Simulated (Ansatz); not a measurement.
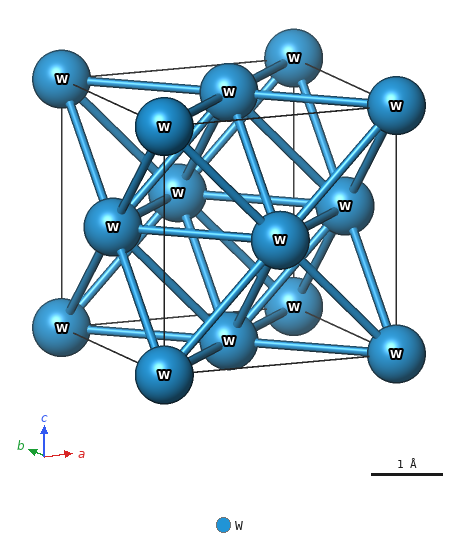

Figure 1. The structure (ball-and-stick view of the cell 4 times as large as that of the calculation, set on its symmetry axes, seen slightly off an axis). Near neighbours in the crystal (not all of them lie inside the picture): W has 12 W at 2.55 Å.

W: single-point calculation

The run: single-point calculation of W (1 atom in the cell). Method and program: DFT, PBE, PAW with Ansatz's default frozen-core files, scalar-relativistic, no spin polarisation (Ansatz 0.2.0).

Its volume is 0.71 times that of the source entry. It belongs to a series of runs on one base structure; here: volume scaled by 0.71, to set the pressure.

## The input
```yaml
crystal:
  lattice:
    - [0.0, 1.8013075482, 1.8013075482]
    - [1.8013075482, 0.0, 1.8013075482]
    - [1.8013075482, 1.8013075482, 0.0]
  atoms:
    - { symbol: W, position: [0.0, 0.0, 0.0] }
kpoints:
  mp_grid: { grid: [18, 18, 18] }
scf:
  occupations: { method: fermi_dirac, width: 0.1 }
hamiltonian:
  xc: pbe
  pseudopotentials: { kind: paw }
output:
  forces: true
  stress: true
  eigenvalues: true
```

Launch command:
```bash
ansatz run input.yaml --threads 1 --pin off --max-ram 3584MiB --backend cpu --events-out ev --progress --plain --runs-dir out
```

## What the program printed
```
Engine: ansatz 0.2.0, x86_64-unknown-linux-gnu
Pseudopotentials: kind: paw
Pseudopotential: W, paw, valence charge 14, recommended cutoff 420 eV (normal), W.paw.azcp
Functional definition: PBE
  parameter kappa = 0.804
  parameter beta = 0.06672455060314922
  exchange = pbe_x(kappa = kappa, mu = beta*pi^2/3)
  correlation = pbe_c(beta = beta)
Crystal: 1 atoms, lattice volume = 11.689 Å³
Basis set: ecut = 420 eV, 259 PW (Γ), exchange–correlation on 36×36×36 points (8 copies of the dense FFT grid, shifted against one another)
Bands: 11, of which v1, the nominal top of the filled ones, is band 7 counted from 1 (6 counted from 0)
Symmetry: 48 space group operations
Space group: Fm-3m (ITA 225), of the structure as read, at distance tolerance 2.3e-5 Å
k-points: 195 of 5832
Non-local potential: W, projectors of the file, l = 0: 3, l = 1: 2, l = 2: 2, l = 3: 1
PAW form: soft (Blöchl's): semilocal exchange-correlation on the pseudo side does not see the compensation charge
PAW one-centre angular grid: W, 590 points (default); XC on 64 Gauss nodes
Initial density: superposition of atomic densities (neutral atoms: chi_scale 0, normalization atom), corrected by the library's trained network
Initial wavefunctions: pseudopotential atomic-orbital guess
Functional: x = pbe(κ = 0.804, μ = 0.2195149727645171), c = pbe(β = 0.06672455060314922)
SCF iter   1: F=—  HF=-10382.251365 eV  |F-HF|=—  |Δ(HF+E_count)|=         —  Δρ=7.53e-3  dr2=2.02e-3  ethr=1.77e-3  ⟨swp⟩=5.1  Hψ=11575  notcnv=0
preconditioner: auto → none  [metal: Δε(μ)=0.030 eV  Ē_g=11.984 eV  σ=0.100 eV  W_gap=0.08  n_scr=0 (ndim 8)  ℏωp=26.6 eV  f_vac=0.000  D(μ)=0.76/eV (n_scr^D=8)]
SCF iter   2: F=—  HF=-10382.251202 eV  |F-HF|=—  |Δ(HF+E_count)|=   1.63e-4  Δρ=3.65e-3  dr2=3.92e-4  ethr=1.44e-5  ⟨swp⟩=1.3  Hψ=3823  notcnv=0
SCF iter   3: F=—  HF=-10382.251321 eV  |F-HF|=—  |Δ(HF+E_count)|=   1.19e-4  Δρ=2.34e-4  dr2=1.39e-6  ethr=2.80e-6  ⟨swp⟩=2.0  Hψ=2511  notcnv=0
SCF iter   4: F=—  HF=-10382.251320 eV  |F-HF|=—  |Δ(HF+E_count)|=   8.83e-7  Δρ=2.61e-5  dr2=3.89e-8  ethr=9.91e-9  ⟨swp⟩=2.3  Hψ=3360  notcnv=0
iter 5 did not close the SCF: its close was put off for the readings that it lacked (scf_convergence_deferred on its scf_iter line)
SCF iter   5: F=-10382.251320 eV  HF=-10382.251320 eV  |F-HF|=6.25e-9  |Δ(HF+E_count)|=   5.09e-9  Δρ=9.38e-6  dr2=7.71e-9  ethr=2.78e-10  ⟨swp⟩=2.0  Hψ=3530  notcnv=0
SCF iter   6: F=-10382.251320 eV  HF=-10382.251320 eV  |F-HF|=3.33e-10  |Δ(HF+E_count)|=   3.61e-9  Δρ=2.22e-6  dr2=4.12e-10  ethr=5.51e-11  ⟨swp⟩=1.7  Hψ=6888  notcnv=0
SCF 1 converged in 6 iterations: F = -10382.251320 eV  dr2 = 4.12e-10
  greatest PAW one-centre occupation: 0.999 electrons in one spin orbital (limit 2), on the W atom at site 0 (counted from 0), in its partial waves of l = 0
SCF converged after 6 iterations
Free energy (F): -10382.251320 eV
Harris-Foulkes:  -10382.251320 eV  (|F-HF|=3.33e-10)
Internal energy: -10382.226252 eV  (E = F + TS)
E sigma→0 (E₀):  -10382.238786 eV
Entropy (-TS):   -0.025068 eV (-25.068 meV/atom)
Fermi energy:    30.989329 eV
--- Per-component energies (eV) ---
  E_band       = 39.922130
  E_kinetic    = 470.611220
  E_local      = -386.414072  (includes V_loc(G=0)·N_el)
  E_nonlocal   = 4.597985
  E_hartree    = 162.727930
  E_xc         = -272.934819
  E_vxc        = -246.782548  (∫ρ·V_xc dr)
  E_paw        = -8564.897330  (= ΣΔE_a)
  E_vpaw       = -127.546750  (= ΣTr[D̂ρ^β])
  E_aug_tail   = -0.000064  (compensation charges beyond the density's cutoff)
  E_ewald      = -1795.917103
  E_smearing   = -0.025068  (= −TS)
  E_closure    = 0.000000  (closes the sum)
  Σ components = -10382.251320   (vs F -10382.251320, Δ=0.00e0)
--- Forces (eV/Å), atoms counted from 1 ---
  atom   1  W      0.00000000     0.00000000    -0.00000000
  max |Σ_I F_I| component: 2.47e-31 eV/Å
--- Stress (GPa, compression-positive) ---
      186.536557      -0.000000       0.000000
       -0.000000     186.536557      -0.000000
        0.000000      -0.000000     186.536557
  P = ⅓ Tr σ = 186.5366 GPa (1865.366 kbar)
--- Band table (eV; the first three rows and the last of 195) ---
  k-point 0: bands = ["-42.3413", "-5.1296", "-5.1296", "-5.1296", "20.4472", "29.6955", "29.6955", "29.6955", "34.6838", "34.6838", "43.9913"]
  k-point 1: bands = ["-42.3279", "-5.2469", "-5.1429", "-5.1429", "20.6625", "29.5313", "29.7952", "29.7952", "34.5657", "34.5657", "44.4063"]
  k-point 2: bands = ["-42.2892", "-5.5770", "-5.1809", "-5.1809", "21.2636", "29.1355", "30.0546", "30.0546", "34.2977", "34.2977", "45.4844"]
  k-point 194: bands = ["-41.7290", "-7.4930", "-7.1621", "-6.4040", "25.1372", "27.3881", "29.2223", "32.7953", "40.0281", "45.9237", "46.4395"]
```

## Summary

| quantity | value |
| --- | --- |
| outcome | converged |
| space group (tolerance 0.01 Å) | Fm-3m (225) |
| electrons treated | 14 |
| free energy | −10382.2513 eV |
| Fermi energy | 30.989 eV |
| pressure | 186.54 GPa |
| largest force (length of the vector) | under 0.001 eV/Å |
| hardware | 1 thread of AMD EPYC (Zen 5), 64 GiB of memory available, shared host |
| wall time | 0.76 s |
| peak memory | 0.32 GiB |

## Remarks

Spin–orbit coupling is left out, which matters for W. The cell is under a pressure of 187 GPa at this level, so it is not at its equilibrium volume.
